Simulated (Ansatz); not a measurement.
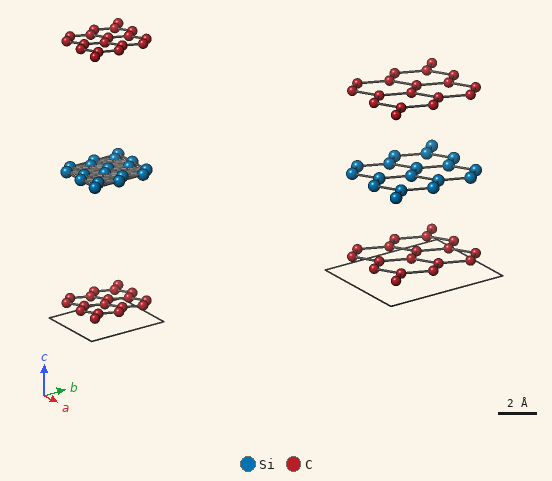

Two geometries of crystalline SiC2 (a generated structure, set up in P6/mmm) (coarse preliminary run), drawn at one scale. One is the start of a relaxation, the other its converged end. Style: ball-and-stick. Shown: the 3 × 3 repeat of the cell, outlined in the plane, without the vacuum, from a free direction.

The calculation used DFT PBE, scalar-relativistic, plane waves, PAW (Ansatz). Set-up: plane-wave cutoff 420 eV; k-point mesh 12 × 12 × 1; occupations gaussian; smearing width 0.1 eV; no spin polarisation; cell and atoms relaxed; force threshold 0.04 eV/Å; at most 70 steps.

Question: Which of the two is the end point?

Answer: The right one is the relaxed one. The largest moves, 2.65 Å, are those of C atoms. Si stays in place. In the plane the drawn cell goes a 6.253 → 9.683 Å (+54.9 %), b 6.253 → 9.683 Å (+54.9 %). Among the contacts that change: Si–Si 2.407 → 3.727 Å, C–C 2.084 → 3.228 Å, Si–Si 2.084 → 3.228 Å, C–C 1.203 → 1.864 Å. Bonds break, among them: Si–Si (2.08 → 3.23 Å), Si–Si (2.41 → 3.73 Å). The space group stays P6/mmm (No. 191). Over 19 accepted moves (21 points after the start) the energy falls by 91.158 eV per cell of the calculation. At 2 points the geometry stayed and the basis and grid were re-selected for the new cell (energy shift of 1.880 eV per cell of the calculation at most each time).

Limits of the set-up: layers or molecules are held without a dispersion correction, so their spacing is unreliable.
